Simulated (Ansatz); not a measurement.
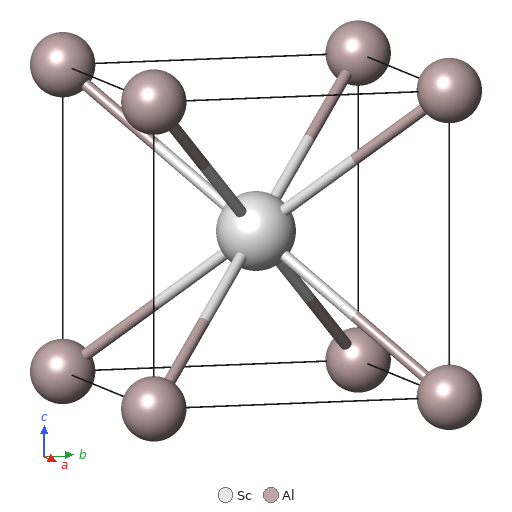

System: ScAl, space group Pm-3m (No. 221). The picture shows the cell.

Structure:
```yaml
crystal:
  lattice:
    - [3.34789, 0.00000, 0.00000]
    - [0.00000, 3.34789, 0.00000]
    - [0.00000, 0.00000, 3.34789]
  atoms:
    - { symbol: Sc, position: [0.50000, 0.50000, 0.50000] }
    - { symbol: Al, position: [0.00000, 0.00000, 0.00000] }
```

Input of one of the runs behind the figure:
```
crystal:
  lattice:
    - [3.3478901162, 0.0, 0.0]
    - [0.0, 3.3478901162, 0.0]
    - [0.0, 0.0, 3.3478901162]
  atoms:
    - { symbol: Sc, position: [0.5, 0.5, 0.5] }
    - { symbol: Al, position: [0.0, 0.0, 0.0] }
basis:
  ecutwfc: 420
kpoints:
  mp_grid: { grid: [12, 12, 12] }
hamiltonian:
  xc: pbesol
scf:
  occupations: { method: fermi_dirac, width: 0.15 }
output:
  eigenvalues: true
phonons:
  method: dfpt
  eigenvectors: true
  qmesh: [2, 2, 2]
  temperatures: { t_max: 1000, t_step: 100 }
  qpath:
    path:
      - [[0.0, 0.0, 0.0], [0.0, 0.5, 0.0], [0.5, 0.5, 0.0], [0.0, 0.0, 0.0], [0.5, 0.5, 0.5], [0.0, 0.5, 0.0]]
      - [[0.5, 0.5, 0.5], [0.5, 0.5, 0.0]]
    npoints: 8
```

Launched with:
```bash
ansatz run input.yaml --threads 2 --pin off --max-ram 6144MiB --backend cpu --events-out ev --progress --plain --runs-dir out
```

Calculation (Ansatz 0.2.0): mode Grüneisen parameters, minus d ln(frequency) over d ln(volume), from cells at 0.98 and 1.02 times the rest volume with shape and atoms relaxed, modes matched by rank; plane waves with PAW datasets, Γ-centred k mesh. Level: PBEsol, no spin polarisation.

- wave cutoff: 420 eV
- k mesh: 12×12×12
- occupations: Fermi–Dirac
- smearing width: 0.15 eV
- phonon method: linear response
- q mesh: 2×2×2

Describe the result: the mode Grüneisen parameters against frequency.

They run from 0.99 to 3.12; none is negative, so every mode shown stiffens under compression.

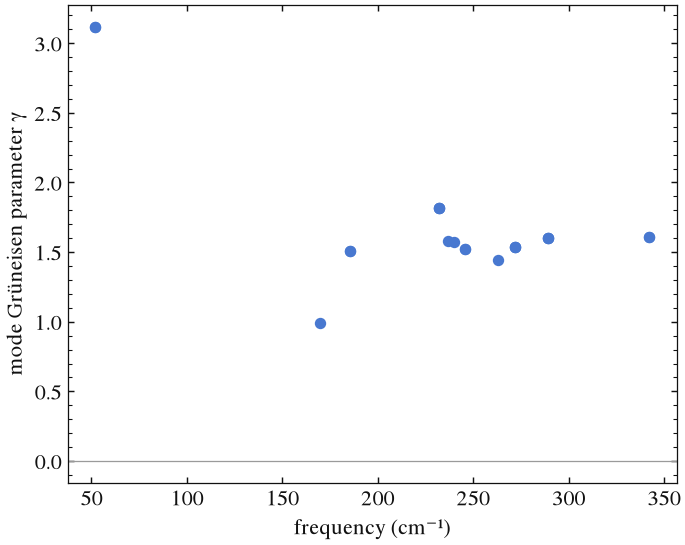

Note: metal sensitive to the k mesh.
